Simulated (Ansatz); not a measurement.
**Nudged elastic band, with input and output: Ti16O (part 2 of 3)**

Ti16O (defect cell, 17 atoms in the cell); DFT PBE, scalar-relativistic, plane waves, PAW, no spin polarisation (Ansatz 0.2.0); cutoff 420 eV, 4×4×4 k-mesh, Gaussian smearing of 0.1 eV. The structure derives from an entry of the Crystallography Open Database. It belongs to a series of runs on one base structure; here: climbing-image band for the jump of O by 2.91 A.

Geometry of the input (Å; fractional positions):
```
-4.1120  -4.1120  -4.1120
-4.1120  4.1120  4.1120
4.1120  4.1120  -4.1120
Ti 0.7537  -0.0000  0.2536
Ti 0.4999  0.0000  0.5000
Ti 0.2463  -0.0001  0.7461
Ti 0.7500  0.5000  0.7501
Ti 0.7539  0.2537  0.0000
Ti 0.5003  0.2539  0.2540
Ti 0.2500  0.2500  0.5000
Ti -0.0000  0.2499  0.7499
Ti -0.0000  0.0000  -0.0000
Ti 0.7500  0.7500  0.5000
Ti 0.5002  0.7463  0.7464
Ti 0.4999  0.5000  -0.0000
Ti 0.2501  0.5000  0.2501
Ti -0.0001  0.5000  0.5000
Ti 0.2464  0.7461  0.0001
Ti -0.0000  0.7499  0.2500
O  0.5000  0.0000  -0.0000
```

The program's output, continued
```
SCF iter   1: F=—  HF=-40563.413320 eV  |F-HF|=—  |Δ(HF+E_count)|=         —  Δρ=2.78e-3  dr2=5.82e-2  ethr=2.87e-5  ⟨swp⟩=1.0  Hψ=14201  notcnv=0
preconditioner: auto → Kerker (q_TF=auto, 2.578 Å⁻¹)  [metal: Δε(μ)=0.015 eV  Ē_g=2.772 eV  σ=0.100 eV  W_gap=0.09  n_scr=78 (ndim 8)  ℏωp=18.4 eV  f_vac=0.000  D(μ)=23.98/eV (n_scr^D=320)]
SCF iter   2: F=—  HF=-40563.409883 eV  |F-HF|=—  |Δ(HF+E_count)|=   3.44e-3  Δρ=1.15e-3  dr2=9.99e-3  ethr=2.87e-5  ⟨swp⟩=1.0  Hψ=3808  notcnv=0
SCF iter   3: F=—  HF=-40563.408982 eV  |F-HF|=—  |Δ(HF+E_count)|=   9.01e-4  Δρ=2.78e-4  dr2=3.40e-4  ethr=5.05e-6  ⟨swp⟩=2.0  Hψ=4837  notcnv=0
SCF iter   4: F=—  HF=-40563.408909 eV  |F-HF|=—  |Δ(HF+E_count)|=   7.25e-5  Δρ=5.89e-5  dr2=2.64e-5  ethr=1.72e-7  ⟨swp⟩=2.0  Hψ=4917  notcnv=0
SCF iter   5: F=—  HF=-40563.408718 eV  |F-HF|=—  |Δ(HF+E_count)|=   1.91e-4  Δρ=1.84e-5  dr2=1.36e-6  ethr=1.33e-8  ⟨swp⟩=2.0  Hψ=4925  notcnv=0
SCF iter   6: F=—  HF=-40563.408718 eV  |F-HF|=—  |Δ(HF+E_count)|=   1.18e-7  Δρ=6.02e-6  dr2=1.40e-7  ethr=5.05e-11  ⟨swp⟩=4.0  Hψ=11707  notcnv=0
SCF iter   7: F=-40563.408718 eV  HF=-40563.408718 eV  |F-HF|=1.45e-8  |Δ(HF+E_count)|=   1.41e-8  Δρ=2.72e-6  dr2=1.98e-8  ethr=5.05e-11  ⟨swp⟩=4.0  Hψ=10619  notcnv=0
SCF 47 converged in 7 iterations: F = -40563.408718 eV  dr2 = 1.98e-8
NEB image 1
NSCF: frozen V_eff on 32 k-points
NEB image 3
NSCF: frozen V_eff on 32 k-points
NEB image 4
NSCF: frozen V_eff on 32 k-points
NEB image 5
NSCF: frozen V_eff on 32 k-points
NEB image 2
NSCF: frozen V_eff on 32 k-points
the band table was solved once a step of the walk had ended and its energy, with any forces and stress, was formed, with the checks that follow a solve (14046 applications of the Hamiltonian). They found nothing against the state; the energy, forces and stress were not computed again (output.eigenvalues in the input reference)
NEB iter   9: max|band force component| = 4.347e-2 eV/Å  barrier→ = 1.5594 eV  barrier← = 1.5594 eV  CI = image 2  Δτ_max = 0.0000 Å  (33 SCF iters)
```

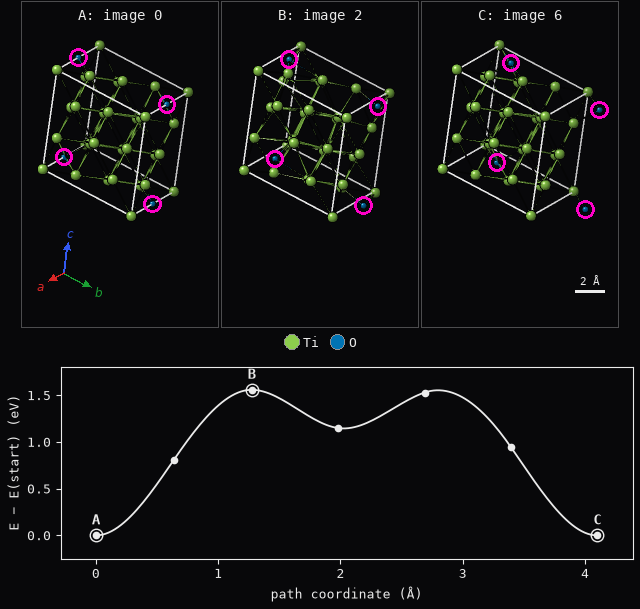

**Figure 1.** Images of the last band (counted from 0; ball-and-stick, simulation cell, seen slightly off an axis), with the moving atom and its periodic copies ringed, above the energy along the path; the line is a cubic interpolation that uses the forces. The highest image is number 2, 1.559 eV above the start and 1.559 eV above the end (the climbing image); start and end have the same energy. The path is 4.10 Å long, and O17 moves most (2.91 Å). The band converged in 9 iterations.

```
SCF converged after 6 iterations
Free energy (F): -40562.794283 eV
Harris-Foulkes:  -40562.794283 eV  (|F-HF|=6.15e-9)
Internal energy: -40562.675987 eV  (E = F + TS)
E sigma→0 (E₀):  -40562.735135 eV
Entropy (-TS):   -0.118296 eV (-6.959 meV/atom)
Fermi energy:    13.543040 eV
--- Per-component energies (eV) ---
  E_band       = -2446.789661
  E_kinetic    = 4547.484964
  E_local      = -13227.480952  (includes V_loc(G=0)·N_el)
  E_nonlocal   = 180.208625
  E_hartree    = 5438.729765
  E_xc         = -1636.651679
  E_vxc        = -2049.899116  (∫ρ·V_xc dr)
  E_paw        = -16922.419022  (= ΣΔE_a)
  E_vpaw       = -2774.566934  (= ΣTr[D̂ρ^β])
  E_aug_tail   = 0.004396  (compensation charges beyond the density's cutoff)
  E_ewald      = -18942.552083
  E_smearing   = -0.118296  (= −TS)
  E_closure    = 0.000000  (closes the sum)
  Σ components = -40562.794283   (vs F -40562.794283, Δ=0.00e0)
--- Forces (eV/Å), atoms counted from 1 ---
  atom   1  Ti     0.00031053     0.00247476     0.00104359
  atom   2  Ti    -0.00083320    -0.00259926     0.00018636
  atom   3  Ti    -0.00175126     0.00099825    -0.01303373
  atom   4  Ti    -0.00022200     0.00528223    -0.00134665
  atom   5  Ti     0.00651854    -0.00694527    -0.00696149
  atom   6  Ti    -0.00174965    -0.01302436     0.00100963
  atom   7  Ti    -0.00011035    -0.00111347     0.00028622
  atom   8  Ti    -0.00020652     0.00388626     0.00254721
  atom   9  Ti    -0.00212380     0.00829680     0.00832250
  atom  10  Ti    -0.00010496     0.00029724    -0.00112283
  atom  11  Ti     0.00030821     0.00105689     0.00245138
  atom  12  Ti     0.00382122     0.00660833     0.00663072
  atom  13  Ti    -0.00020653     0.00250513     0.00390215
  atom  14  Ti    -0.00082426     0.00017193    -0.00258579
  atom  15  Ti    -0.00262932    -0.00951406    -0.00953037
  atom  16  Ti    -0.00022473    -0.00134956     0.00527878
  atom  17  O      0.00002238     0.00298126     0.00293530
  max |Σ_I F_I| component: 1.31e-5 eV/Å
--- Band table (eV; the first three rows and the last of 32) ---
  k-point 0: bands = ["-43.1646", "-43.1472", "-43.0879", "-43.0862", "-43.0079", "-42.9752", "-42.9667", "-42.9559", "-42.9331", "-42.9092", "-42.8814", "-42.8644", "-42.8591", "-42.8464", "-42.8403", "-42.7650", "-19.7324", "-19.6342", "-19.6195", "-19.5941", "-19.5790", "-19.5528", "-19.5376", "-19.5300", "-19.5206", "-19.5137", "-19.4958", "-19.4642", "-19.4573", "-19.4244", "-19.4141", "-19.3544", "-19.3432", "-19.3283", "-19.3135", "-19.2952", "-19.2725", "-19.2633", "-19.2482", "-19.2455", "-19.2187", "-19.2039", "-19.1931", "-19.1792", "-19.1613", "-19.1608", "-19.1189", "-19.1100", "-19.0985", "-19.0868", "-19.0583", "-19.0536", "-19.0457", "-19.0360", "-19.0187", "-19.0002", "-18.9867", "-18.9818", "-18.9514", "-18.9380", "-18.9240", "-18.9186", "-18.8853", "-18.7877", "-6.5377", "6.8799", "6.9578", "7.1128", "8.2963", "10.2194", "10.2608", "10.6092", "11.2304", "11.2888", "11.3466", "11.4630", "11.4976", "11.5328", "11.7536", "11.8934", "12.0260", "12.0669", "12.1376", "12.1758", "12.2406", "12.3101", "12.4146", "12.5986", "12.7272", "12.8160", "12.8920", "12.9334", "12.9452", "13.0150", "13.2398", "13.2847", "13.3131", "13.3442", "13.4248", "13.5061", "13.6053", "13.6453", "13.7030", "13.7783", "13.9078", "14.0415", "14.1737", "14.2446", "14.2889", "14.3790", "14.5034", "14.5560", "14.6622", "14.7365", "14.9087", "15.0201", "15.0381", "15.0789", "15.1605"]
  k-point 1: bands = ["-43.1618", "-43.1481", "-43.0891", "-43.0842", "-43.0118", "-42.9778", "-42.9683", "-42.9538", "-42.9339", "-42.9076", "-42.8822", "-42.8629", "-42.8585", "-42.8436", "-42.8418", "-42.7655", "-19.7527", "-19.6322", "-19.5970", "-19.5911", "-19.5711", "-19.5677", "-19.5568", "-19.5488", "-19.5266", "-19.5054", "-19.5044", "-19.4656", "-19.4596", "-19.4310", "-19.3627", "-19.3488", "-19.3320", "-19.3288", "-19.2892", "-19.2801", "-19.2761", "-19.2618", "-19.2578", "-19.2447", "-19.2111", "-19.2076", "-19.1900", "-19.1870", "-19.1682", "-19.1637", "-19.1270", "-19.1149", "-19.0840", "-19.0797", "-19.0734", "-19.0618", "-19.0542", "-19.0411", "-19.0111", "-18.9984", "-18.9905", "-18.9680", "-18.9670", "-18.9421", "-18.9304", "-18.9215", "-18.8802", "-18.7862", "-6.5373", "6.8916", "6.9293", "7.1101", "9.1053", "9.2183", "9.9721", "10.3004", "11.2519", "11.3979", "11.4874", "11.5610", "11.7382", "11.7531", "11.7785", "11.8755", "11.9148", "12.0454", "12.0623", "12.1654", "12.2601", "12.4559", "12.5225", "12.5691", "12.6461", "12.6967", "12.7210", "12.7594", "12.7887", "12.9373", "13.1624", "13.3324", "13.4469", "13.4910", "13.5344", "13.6905", "13.7287", "13.7356", "13.8169", "13.9596", "13.9841", "14.0139", "14.1659", "14.2190", "14.2799", "14.3272", "14.4746", "14.5850", "14.6136", "14.6424", "14.6756", "14.8723", "14.9933", "15.0226", "15.0887"]
  k-point 2: bands = ["-43.1646", "-43.1472", "-43.0879", "-43.0862", "-43.0079", "-42.9752", "-42.9667", "-42.9559", "-42.9331", "-42.9092", "-42.8814", "-42.8644", "-42.8591", "-42.8464", "-42.8403", "-42.7650", "-19.7324", "-19.6342", "-19.6195", "-19.5941", "-19.5790", "-19.5528", "-19.5376", "-19.5300", "-19.5206", "-19.5137", "-19.4958", "-19.4642", "-19.4573", "-19.4244", "-19.4141", "-19.3544", "-19.3432", "-19.3283", "-19.3135", "-19.2952", "-19.2725", "-19.2633", "-19.2482", "-19.2455", "-19.2187", "-19.2039", "-19.1931", "-19.1792", "-19.1613", "-19.1608", "-19.1189", "-19.1100", "-19.0985", "-19.0868", "-19.0583", "-19.0536", "-19.0457", "-19.0360", "-19.0187", "-19.0002", "-18.9867", "-18.9817", "-18.9514", "-18.9380", "-18.9240", "-18.9186", "-18.8853", "-18.7877", "-6.5377", "6.8799", "6.9578", "7.1128", "8.2963", "10.2194", "10.2608", "10.6092", "11.2304", "11.2888", "11.3466", "11.4630", "11.4976", "11.5328", "11.7536", "11.8934", "12.0260", "12.0669", "12.1376", "12.1758", "12.2406", "12.3101", "12.4146", "12.5986", "12.7272", "12.8160", "12.8920", "12.9334", "12.9452", "13.0150", "13.2398", "13.2847", "13.3131", "13.3442", "13.4248", "13.5061", "13.6053", "13.6453", "13.7030", "13.7783", "13.9078", "14.0415", "14.1737", "14.2446", "14.2889", "14.3790", "14.5034", "14.5560", "14.6622", "14.7365", "14.9087", "15.0201", "15.0381", "15.0789", "15.1605"]
  k-point 31: bands = ["-43.1622", "-43.1496", "-43.0932", "-43.0833", "-42.9988", "-42.9780", "-42.9679", "-42.9549", "-42.9382", "-42.9072", "-42.8848", "-42.8680", "-42.8550", "-42.8450", "-42.8394", "-42.7651", "-19.7300", "-19.6414", "-19.6060", "-19.5914", "-19.5790", "-19.5788", "-19.5459", "-19.5363", "-19.5197", "-19.4940", "-19.4873", "-19.4680", "-19.4414", "-19.4330", "-19.3854", "-19.3579", "-19.3501", "-19.3352", "-19.3216", "-19.2936", "-19.2870", "-19.2861", "-19.2429", "-19.2402", "-19.2088", "-19.2008", "-19.1864", "-19.1767", "-19.1653", "-19.1576", "-19.1355", "-19.1141", "-19.1126", "-19.0728", "-19.0628", "-19.0427", "-19.0330", "-19.0232", "-19.0087", "-18.9999", "-18.9874", "-18.9741", "-18.9585", "-18.9494", "-18.9350", "-18.9078", "-18.9071", "-18.7785", "-6.5375", "6.8726", "6.9853", "7.0685", "8.3060", "10.2693", "10.2915", "10.6277", "11.2510", "11.2867", "11.3707", "11.4671", "11.5077", "11.5417", "11.7031", "11.7396", "11.8789", "12.1219", "12.1362", "12.2053", "12.2370", "12.2475", "12.6344", "12.6424", "12.7727", "12.7782", "12.8730", "12.9243", "12.9487", "13.0212", "13.1547", "13.2976", "13.3326", "13.3439", "13.4086", "13.5004", "13.6469", "13.6725", "13.7313", "13.8237", "13.9000", "13.9445", "14.0581", "14.2145", "14.3076", "14.3857", "14.5310", "14.6169", "14.6336", "14.7373", "14.7905", "14.9536", "15.0699", "15.0762", "15.2568"]
this run last wrote the band of iteration 9 to [file]
--- NEB band (7 images, 9 band iterations, 362 SCF iterations) ---
  forward barrier  = 1.559388 eV
  backward barrier = 1.559388 eV
  lagrangian_above_aufbau_ev (what the smearing adds, to first order; not taken off the barriers): saddle image -0.058121 eV, end points -0.034440 and -0.034439 eV
  climbing image's point = of an order that was not read
  energies are F+E_penalty+E_count in eV, relative to image 0
  image     s (Å)  Δ vs image 0  max|band force component| (eV/Å)
      0    0.0000      0.000000                                 —
      1    0.6370      0.808307                          2.940e-3
  *   2    1.2741      1.559388                          1.358e-2
      3    1.9805      1.149661                          2.586e-2
      4    2.6871      1.529781                          4.347e-2
      5    3.3939      0.944952                          2.096e-2
      6    4.1009      0.000000                                 —
  climbing-image geometry (image 2):
  cell:  # Å, volume = 278.1188 Å³
    - [-4.1120350457, -4.1120350457, -4.1120350457]
    - [-4.1120350457, 4.1120350457, 4.1120350457]
    - [4.1120350457, 4.1120350457, -4.1120350457]
  atoms:
    - { symbol: Ti, position: [0.7701695043609827, -0.01836933489296394, 0.25174680937925215] }
    - { symbol: Ti, position: [0.5011012934312792, -0.0010898294472049255, 0.5000548275031034] }
    - { symbol: Ti, position: [0.2101149058267403, -0.03115989783312706, 0.6790027192585182] }
    - { symbol: Ti, position: [0.7695752130352437, 0.5104140913054311, 0.7799795949450721] }
    - { symbol: Ti, position: [0.7264357004201168, 0.2201116449340692, 1.200941448187276e-5] }
    - { symbol: Ti, position: [0.531123012383911, 0.28984943519623485, 0.32102022213953996] }
    - { symbol: Ti, position: [0.24464764496670208, 0.25540572355684954, 0.5000510124614157] }
    - { symbol: Ti, position: [-0.00710681846821537, 0.2679432274329656, 0.7608469543112079] }
    - { symbol: Ti, position: [0.008893903806344219, 0.019820021381928184, 1.376541294210911e-5] }
    - { symbol: Ti, position: [0.7446099850276653, 0.7553679685859146, 0.4999758175938359] }
    - { symbol: Ti, position: [0.5184362235315635, 0.7298969514365657, 0.7482798274036546] }
    - { symbol: Ti, position: [0.48022013564069516, 0.4912471991545308, 1.3738695443305492e-5] }
    - { symbol: Ti, position: [0.2320597321333349, 0.5071110530420934, 0.23918141389099218] }
    - { symbol: Ti, position: [0.0010578961539165115, 0.49886683672410204, 0.4999700749316759] }
    - { symbol: Ti, position: [0.27990969905033325, 0.7736303876328238, 1.2017345016435144e-5] }
    - { symbol: Ti, position: [-0.010392509487405777, 0.7304471775872431, 0.22004384361446538] }
    - { symbol: O, position: [0.41630642715345934, 0.08364883263587769, 1.1163699383781589e-5] }
```
